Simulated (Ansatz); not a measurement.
**Ni2Si: geometry relaxation (part 1 of 2)**

Ni2Si (P6₃/mmc, 6 atoms in the cell), computed with DFT PBEsol, scalar-relativistic, plane waves, PAW, no spin polarisation (Ansatz 0.2.0).

The structure derives from an entry of the Crystallography Open Database. Figures and captions count atoms from 1; the log counts them from 0 in places.

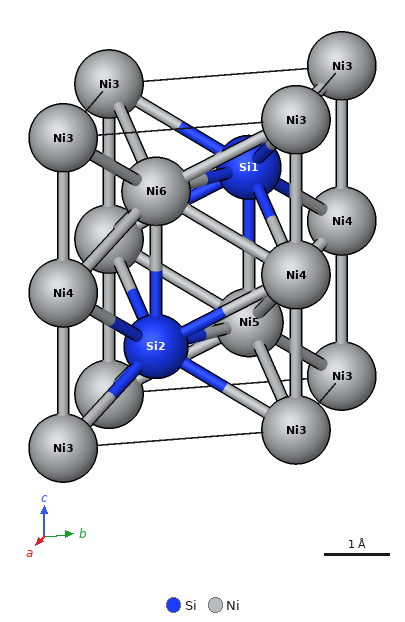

**Figure 1.** The starting structure (ball-and-stick view of the cell of the calculation, seen at an oblique angle; atoms are numbered from 1 in the order of the input). An atom can appear more than once, as a periodic image. Near neighbours in the periodic cell (some may lie outside the picture): Si has 11 Ni at 2.21 to 2.54 Å; Ni has 8 Ni at 2.47 to 2.54 Å and 6 Si at 2.54 Å; Ni has 6 Ni at 2.54 Å and 5 Si at 2.21 to 2.47 Å.

Input file
```yaml
crystal:
  lattice:
    - [3.8359985066, 0.0, 0.0]
    - [-1.9179992533, 3.3220721556, 0.0]
    - [0.0, 0.0, 4.948]
  atoms:
    - { symbol: Si, position: [0.3333333333, 0.6666666667, 0.75] }
    - { symbol: Si, position: [0.6666666667, 0.3333333333, 0.25] }
    - { symbol: Ni, position: [0.0, 0.0, 0.0] }
    - { symbol: Ni, position: [0.0, 0.0, 0.5] }
    - { symbol: Ni, position: [0.3333333333, 0.6666666667, 0.25] }
    - { symbol: Ni, position: [0.6666666667, 0.3333333333, 0.75] }
basis:
  ecutwfc: 420
kpoints:
  mp_grid: { grid: [12, 12, 8] }
hamiltonian:
  xc: pbesol
scf:
  occupations: { method: gaussian, width: 0.1 }
output:
  forces: true
  stress: true
  eigenvalues: true
  write_density: true
  write_potential: true
  elf: true
  volumetric_format: npy
relax:
  adjacent_minimum: "off"
  f_tol: 0.005
  max_steps: 80
  cell: { stress_tol: 0.05 }
```

Run on 2 threads of Arm Neoverse V1, 24 GiB of memory available, shared host.

Command:
```bash
ansatz run input.yaml --threads 2 --pin off --max-ram 5120MiB --backend cpu --events-out ev --progress --plain --runs-dir out
```

The program's output
```
Engine: ansatz 0.2.0, aarch64-unknown-linux-gnu
Pseudopotentials: kind: paw
Pseudopotential: Si, paw, valence charge 4, recommended cutoff 420 eV (normal), Si.paw.azcp
Pseudopotential: Ni, paw, valence charge 18, recommended cutoff 420 eV (normal), Ni.paw.azcp
Functional definition: PBEsol
  exchange = pbesol_x
  correlation = pbesol_c
Crystal: 6 atoms, lattice volume = 63.055 Å³
Basis set: ecut = 420 eV, 1229 PW (Γ), exchange–correlation on 54×54×72 points (8 copies of the dense FFT grid, shifted against one another)
Bands: 48, of which v1, the nominal top of the filled ones, is band 40 counted from 1 (39 counted from 0)
Symmetry: 24 space group operations
Space group: P63/mmc (ITA 194), of the structure as read, at distance tolerance 4.0e-5 Å
k-points: 95 of 1152
Non-local potential: Si, projectors of the file, l = 0: 2, l = 1: 2, l = 2: 2
Non-local potential: Ni, projectors of the file, l = 0: 3, l = 1: 2, l = 2: 3, l = 3: 1
PAW form: soft (Blöchl's): semilocal exchange-correlation on the pseudo side does not see the compensation charge
PAW frozen core: Si, regenerated for the run's functional, and the local potential with it (the file was generated under x = pbe(κ = 0.804, μ = 0.2195149727645171), c = pbe(β = 0.06672455060314922))
PAW frozen core: Ni, regenerated for the run's functional, and the local potential with it (the file was generated under x = pbe(κ = 0.804, μ = 0.2195149727645171), c = pbe(β = 0.06672455060314922))
PAW one-centre angular grid: Si, 110 points (default); XC on 64 Gauss nodes
PAW one-centre angular grid: Ni, 590 points (default); XC on 64 Gauss nodes
Initial density: superposition of atomic densities (neutral atoms: chi_scale 0, normalization atom), corrected by the library's trained network
Initial wavefunctions: pseudopotential atomic-orbital guess
Functional: x = pbesol(κ = 0.804, μ = 0.12345679012345678), c = pbesol(β = 0.046)
SCF iter   1: F=—  HF=-24466.367132 eV  |F-HF|=—  |Δ(HF+E_count)|=         —  Δρ=2.16e-2  dr2=1.56e-1  ethr=1.77e-3  ⟨swp⟩=5.7  Hψ=16614  notcnv=0  defer=3
preconditioner: auto → Kerker (q_TF=auto, 2.839 Å⁻¹)  [metal: Δε(μ)=0.009 eV  Ē_g=7.462 eV  σ=0.100 eV  W_gap=0.05  n_scr=22 (ndim 8)  ℏωp=32.4 eV  f_vac=0.000  D(μ)=3.57/eV (n_scr^D=34)]
SCF iter   2: F=—  HF=-24466.342521 eV  |F-HF|=—  |Δ(HF+E_count)|=   2.46e-2  Δρ=4.90e-3  dr2=8.66e-3  ethr=1.95e-4  ⟨swp⟩=2.4  Hψ=8104  notcnv=0  defer=214
SCF iter   3: F=—  HF=-24466.341186 eV  |F-HF|=—  |Δ(HF+E_count)|=   1.33e-3  Δρ=1.66e-3  dr2=1.19e-3  ethr=1.08e-5  ⟨swp⟩=1.6  Hψ=4773  notcnv=0  defer=214
SCF iter   4: F=—  HF=-24466.340878 eV  |F-HF|=—  |Δ(HF+E_count)|=   3.09e-4  Δρ=3.99e-4  dr2=8.85e-5  ethr=1.48e-6  ⟨swp⟩=2.0  Hψ=6426  notcnv=0  defer=214
SCF iter   5: F=—  HF=-24466.340880 eV  |F-HF|=—  |Δ(HF+E_count)|=   1.98e-6  Δρ=1.05e-4  dr2=8.58e-6  ethr=1.11e-7  ⟨swp⟩=2.0  Hψ=5638  notcnv=0  defer=214
SCF iter   6: F=—  HF=-24466.340878 eV  |F-HF|=—  |Δ(HF+E_count)|=   1.79e-6  Δρ=2.36e-5  dr2=2.18e-7  ethr=1.07e-8  ⟨swp⟩=2.1  Hψ=6492  notcnv=0  defer=214
SCF iter   7: F=-24466.340878 eV  HF=-24466.340878 eV  |F-HF|=7.69e-8  |Δ(HF+E_count)|=   7.77e-8  Δρ=1.30e-5  dr2=7.00e-8  ethr=1.25e-10  ⟨swp⟩=12.4  Hψ=35472  notcnv=0
SCF 1 converged in 7 iterations: F = -24466.340878 eV  dr2 = 7.00e-8
  greatest PAW one-centre occupation: 1.001 electrons in one spin orbital (limit 2), on the Ni atom at site 5 (counted from 0), in its partial waves of l = 1
relax step   1: F+E_penalty+E_count = -24466.34087772 eV  Δ(F+E_penalty+E_count) = +0.000e0 eV  max|allowed force component| = 1.264e-16 eV/Å  Δτ_max = 0.0000 Å  P = +2.879 GPa  Ω = 63.055 Å³  (7 SCF iters, dr2 threshold 1.00e-7 eV, accepted)
Crystal: 6 atoms, lattice volume = 63.416 Å³
Basis set: ecut = 420 eV, 1241 PW (Γ), exchange–correlation on 54×54×72 points (8 copies of the dense FFT grid, shifted against one another)
Initial density: handed on by an earlier stage of this run
Initial wavefunctions: those handed on with the density
iter 1 solved again at ethr=1.21e-6 eV; its pass at ethr=3.10e-3 eV (dr2=9.72e-4 eV) is discarded
SCF iter   1: F=—  HF=-24466.350867 eV  |F-HF|=—  |Δ(HF+E_count)|=         —  Δρ=1.37e-3  dr2=7.26e-4  ethr=1.21e-6  ⟨swp⟩=2.0  Hψ=19033  notcnv=0
preconditioner: auto → Kerker (q_TF=auto, 2.836 Å⁻¹)  [metal: Δε(μ)=0.009 eV  Ē_g=7.444 eV  σ=0.100 eV  W_gap=0.05  n_scr=22 (ndim 8)  ℏωp=32.3 eV  f_vac=0.000  D(μ)=3.47/eV (n_scr^D=22)]
SCF iter   2: F=—  HF=-24466.350756 eV  |F-HF|=—  |Δ(HF+E_count)|=   1.10e-4  Δρ=5.69e-4  dr2=1.41e-4  ethr=9.08e-7  ⟨swp⟩=1.0  Hψ=4560  notcnv=0
SCF iter   3: F=—  HF=-24466.350732 eV  |F-HF|=—  |Δ(HF+E_count)|=   2.43e-5  Δρ=1.85e-4  dr2=1.74e-5  ethr=1.77e-7  ⟨swp⟩=1.6  Hψ=5807  notcnv=0
SCF iter   4: F=—  HF=-24466.350728 eV  |F-HF|=—  |Δ(HF+E_count)|=   3.85e-6  Δρ=6.98e-5  dr2=2.23e-6  ethr=2.18e-8  ⟨swp⟩=2.1  Hψ=6475  notcnv=0
iter 5 did not close the SCF: its close was put off for the readings that it lacked (scf_convergence_deferred on its scf_iter line)
SCF iter   5: F=-24466.350727 eV  HF=-24466.350728 eV  |F-HF|=3.08e-7  |Δ(HF+E_count)|=   4.79e-7  Δρ=2.55e-5  dr2=2.91e-7  ethr=2.78e-9  ⟨swp⟩=2.4  Hψ=7034  notcnv=0
SCF iter   6: F=-24466.350728 eV  HF=-24466.350728 eV  |F-HF|=3.12e-9  |Δ(HF+E_count)|=   2.02e-8  Δρ=3.52e-6  dr2=5.88e-9  ethr=3.64e-10  ⟨swp⟩=6.3  Hψ=30592  notcnv=0
SCF 2 converged in 6 iterations: F = -24466.350728 eV  dr2 = 5.88e-9
relax step   2: F+E_penalty+E_count = -24466.35072768 eV  Δ(F+E_penalty+E_count) = -9.850e-3 eV  max|allowed force component| = 1.264e-16 eV/Å  Δτ_max = 0.0000 Å  P = +1.353 GPa  Ω = 63.416 Å³  energy of the carried Pulay correction = -1.458e-4 eV  (6 SCF iters, dr2 threshold 6.00e-7 eV, accepted)
Crystal: 6 atoms, lattice volume = 63.733 Å³
Basis set: ecut = 420 eV, 1253 PW (Γ), exchange–correlation on 54×54×72 points (8 copies of the dense FFT grid, shifted against one another)
iter 1 solved again at ethr=1.19e-6 eV; its pass at ethr=3.10e-3 eV (dr2=9.55e-4 eV) is discarded
SCF iter   1: F=—  HF=-24466.355575 eV  |F-HF|=—  |Δ(HF+E_count)|=         —  Δρ=1.66e-3  dr2=9.92e-4  ethr=1.19e-6  ⟨swp⟩=2.1  Hψ=21794  notcnv=0
preconditioner: auto → Kerker (q_TF=auto, 2.834 Å⁻¹)  [metal: Δε(μ)=0.005 eV  Ē_g=7.404 eV  σ=0.100 eV  W_gap=0.03  n_scr=22 (ndim 8)  ℏωp=32.2 eV  f_vac=0.000  D(μ)=3.48/eV (n_scr^D=22)]
SCF iter   2: F=—  HF=-24466.355398 eV  |F-HF|=—  |Δ(HF+E_count)|=   1.78e-4  Δρ=7.90e-4  dr2=2.59e-4  ethr=1.19e-6  ⟨swp⟩=1.0  Hψ=4560  notcnv=0
SCF iter   3: F=—  HF=-24466.355331 eV  |F-HF|=—  |Δ(HF+E_count)|=   6.64e-5  Δρ=2.07e-4  dr2=2.22e-5  ethr=3.23e-7  ⟨swp⟩=2.2  Hψ=6216  notcnv=0
SCF iter   4: F=—  HF=-24466.355326 eV  |F-HF|=—  |Δ(HF+E_count)|=   5.45e-6  Δρ=8.64e-5  dr2=3.15e-6  ethr=2.77e-8  ⟨swp⟩=2.0  Hψ=6405  notcnv=0
iter 5 did not close the SCF: its close was put off for the readings that it lacked (scf_convergence_deferred on its scf_iter line)
SCF iter   5: F=-24466.355325 eV  HF=-24466.355325 eV  |F-HF|=2.48e-7  |Δ(HF+E_count)|=   6.30e-7  Δρ=2.40e-5  dr2=2.46e-7  ethr=3.94e-9  ⟨swp⟩=2.3  Hψ=6862  notcnv=0
SCF iter   6: F=-24466.355325 eV  HF=-24466.355325 eV  |F-HF|=2.51e-9  |Δ(HF+E_count)|=   1.60e-8  Δρ=4.46e-6  dr2=7.40e-9  ethr=3.08e-10  ⟨swp⟩=6.5  Hψ=31698  notcnv=0
SCF 3 converged in 6 iterations: F = -24466.355325 eV  dr2 = 7.40e-9
relax step   3: F+E_penalty+E_count = -24466.35532509 eV  Δ(F+E_penalty+E_count) = -4.597e-3 eV  max|allowed force component| = 6.014e-17 eV/Å  Δτ_max = 0.0000 Å  P = -0.030 GPa  Ω = 63.733 Å³  energy of the carried Pulay correction = -2.801e-4 eV  (6 SCF iters, dr2 threshold 6.00e-7 eV, accepted)
Crystal: 6 atoms, lattice volume = 63.725 Å³
iter 1 solved again at ethr=2.13e-9 eV; its pass at ethr=3.10e-3 eV (dr2=1.70e-6 eV) is discarded
SCF iter   1: F=—  HF=-24466.355329 eV  |F-HF|=—  |Δ(HF+E_count)|=         —  Δρ=8.61e-5  dr2=2.07e-6  ethr=2.13e-9  ⟨swp⟩=3.0  Hψ=22362  notcnv=0
preconditioner: auto → Kerker (q_TF=auto, 2.834 Å⁻¹)  [metal: Δε(μ)=0.006 eV  Ē_g=7.403 eV  σ=0.100 eV  W_gap=0.04  n_scr=22 (ndim 8)  ℏωp=32.2 eV  f_vac=0.000  D(μ)=3.49/eV (n_scr^D=22)]
SCF iter   2: F=—  HF=-24466.355345 eV  |F-HF|=—  |Δ(HF+E_count)|=   1.53e-5  Δρ=4.80e-5  dr2=8.61e-7  ethr=2.13e-9  ⟨swp⟩=1.0  Hψ=4560  notcnv=0
iter 3 did not close the SCF: its close was put off for the readings that it lacked (scf_convergence_deferred on its scf_iter line)
SCF iter   3: F=-24466.355344 eV  HF=-24466.355344 eV  |F-HF|=1.61e-8  |Δ(HF+E_count)|=   3.16e-7  Δρ=7.16e-6  dr2=2.97e-8  ethr=1.08e-9  ⟨swp⟩=2.1  Hψ=5414  notcnv=0
iter 4 did not close the SCF: its close was put off for the readings that it lacked (scf_convergence_deferred on its scf_iter line)
SCF iter   4: F=-24466.355344 eV  HF=-24466.355344 eV  |F-HF|=2.04e-9  |Δ(HF+E_count)|=   7.53e-9  Δρ=2.18e-6  dr2=1.53e-9  ethr=3.71e-11  ⟨swp⟩=2.0  Hψ=6798  notcnv=0
iter 5 did not close the SCF: its close was put off for the readings that it lacked (scf_convergence_deferred on its scf_iter line)
SCF iter   5: F=-24466.355344 eV  HF=-24466.355344 eV  |F-HF|=2.91e-10  |Δ(HF+E_count)|=  4.00e-10  Δρ=9.20e-7  dr2=2.97e-10  ethr=1.91e-12  ⟨swp⟩=2.0  Hψ=8293  notcnv=0
SCF iter   6: F=-24466.355344 eV  HF=-24466.355344 eV  |F-HF|=7.28e-12  |Δ(HF+E_count)|=  5.82e-11  Δρ=2.22e-7  dr2=2.10e-11  ethr=1.00e-12  ⟨swp⟩=5.0  Hψ=23443  notcnv=0
SCF 4 converged in 6 iterations: F = -24466.355344 eV  dr2 = 2.10e-11
relax step   4: F+E_penalty+E_count = -24466.35534437 eV  Δ(F+E_penalty+E_count) = -1.929e-5 eV  max|allowed force component| = 1.673e-16 eV/Å  Δτ_max = 0.0000 Å  P = -0.016 GPa  Ω = 63.725 Å³  energy of the carried Pulay correction = -2.783e-4 eV  (6 SCF iters, accepted)
Initial wavefunctions: pseudopotential atomic-orbital guess (no wavefunctions were taken with the density)
iter 1 solved again at ethr=3.11e-7 eV; its pass at ethr=3.10e-3 eV (dr2=2.49e-4 eV) is discarded
SCF iter   1: F=—  HF=-24466.355606 eV  |F-HF|=—  |Δ(HF+E_count)|=         —  Δρ=4.53e-4  dr2=2.75e-6  ethr=3.11e-7  ⟨swp⟩=3.0  Hψ=27787  notcnv=0
SCF iter   2: F=—  HF=-24466.355630 eV  |F-HF|=—  |Δ(HF+E_count)|=   2.46e-5  Δρ=2.31e-4  dr2=7.16e-7  ethr=3.43e-9  ⟨swp⟩=1.5  Hψ=4757  notcnv=0
SCF iter   3: F=—  HF=-24466.355632 eV  |F-HF|=—  |Δ(HF+E_count)|=   1.42e-6  Δρ=1.03e-6  dr2=3.31e-10  ethr=8.95e-10  ⟨swp⟩=1.0  Hψ=4562  notcnv=0
iter 4 did not close the SCF: its close was put off for the readings that it lacked (scf_convergence_deferred on its scf_iter line)
SCF iter   4: F=-24466.355632 eV  HF=-24466.355632 eV  |F-HF|=7.28e-12  |Δ(HF+E_count)|=  5.82e-10  Δρ=3.29e-7  dr2=3.19e-11  ethr=1.00e-12  ⟨swp⟩=2.0  Hψ=8342  notcnv=0
iter 5 did not close the SCF: its close was put off for the readings that it lacked (scf_convergence_deferred on its scf_iter line)
SCF iter   5: F=-24466.355632 eV  HF=-24466.355632 eV  |F-HF|=7.28e-12  |Δ(HF+E_count)|=  2.18e-11  Δρ=1.49e-7  dr2=8.74e-12  ethr=1.00e-12  ⟨swp⟩=1.0  Hψ=4560  notcnv=0
iter 6 did not close the SCF: its close was put off for the readings that it lacked (scf_convergence_deferred on its scf_iter line)
SCF iter   6: F=-24466.355632 eV  HF=-24466.355632 eV  |F-HF|=7.28e-12  |Δ(HF+E_count)|=  3.64e-12  Δρ=4.67e-8  dr2=7.86e-13  ethr=1.00e-12  ⟨swp⟩=1.0  Hψ=4560  notcnv=0
iter 7 did not close the SCF: its close was put off for the readings that it lacked (scf_convergence_deferred on its scf_iter line)
SCF iter   7: F=-24466.355632 eV  HF=-24466.355632 eV  |F-HF|=3.64e-12  |Δ(HF+E_count)|=    0.00e0  Δρ=3.71e-8  dr2=5.41e-13  ethr=1.00e-12  ⟨swp⟩=1.0  Hψ=4560  notcnv=0
SCF iter   8: F=-24466.355632 eV  HF=-24466.355632 eV  |F-HF|=0.00e0  |Δ(HF+E_count)|=  3.64e-12  Δρ=4.96e-9  dr2=7.69e-15  ethr=1.00e-12  ⟨swp⟩=3.1  Hψ=17129  notcnv=0
SCF 5 converged in 8 iterations: F = -24466.355632 eV  dr2 = 7.69e-15
relax step   5: F+E_penalty+E_count = -24466.35563153 eV  Δ(F+E_penalty+E_count) = -2.872e-4 eV  max|allowed force component| = 1.773e-16 eV/Å  Δτ_max = 0.0000 Å  P = -0.013 GPa  Ω = 63.725 Å³  stress off target by 2.40e-2 GPa  SCF on the basis re-selected at this cell (its energy is not comparable with the rows above)  (8 SCF iters)
```

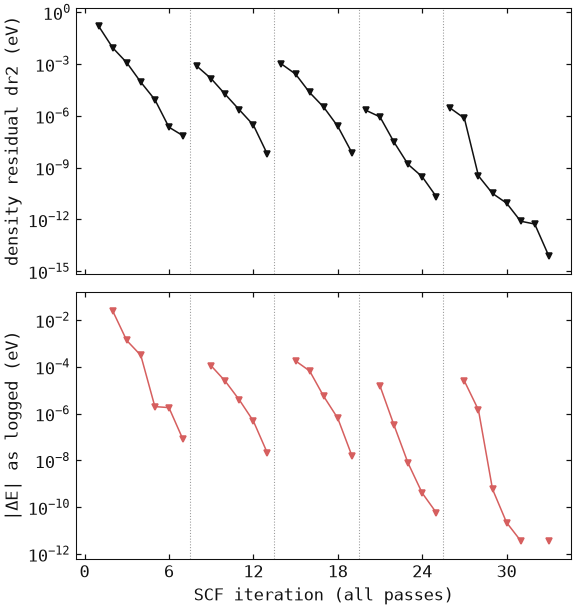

**Figure 2.** Convergence of the self-consistent field: density residual dr2 and size of the energy change against the SCF iteration. The dotted lines part the SCF passes of the relaxation: geometry steps, rejected trials and re-solves on a re-selected basis. The 5 passes take 6 to 8 iterations each, 33 in all.

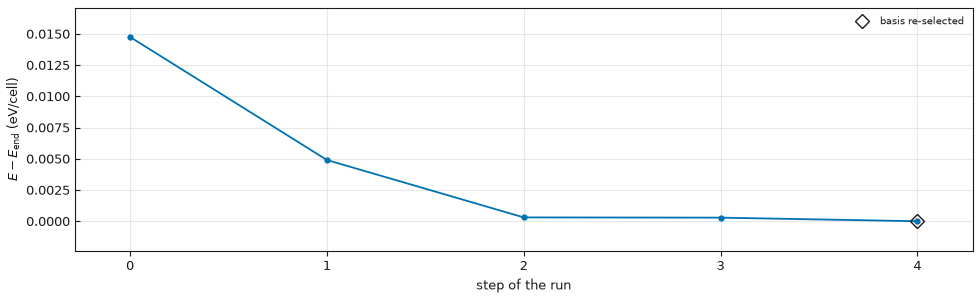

**Figure 3.** Progress of the relaxation, step by step (the first geometry is step 0 here and step 1 in the log).
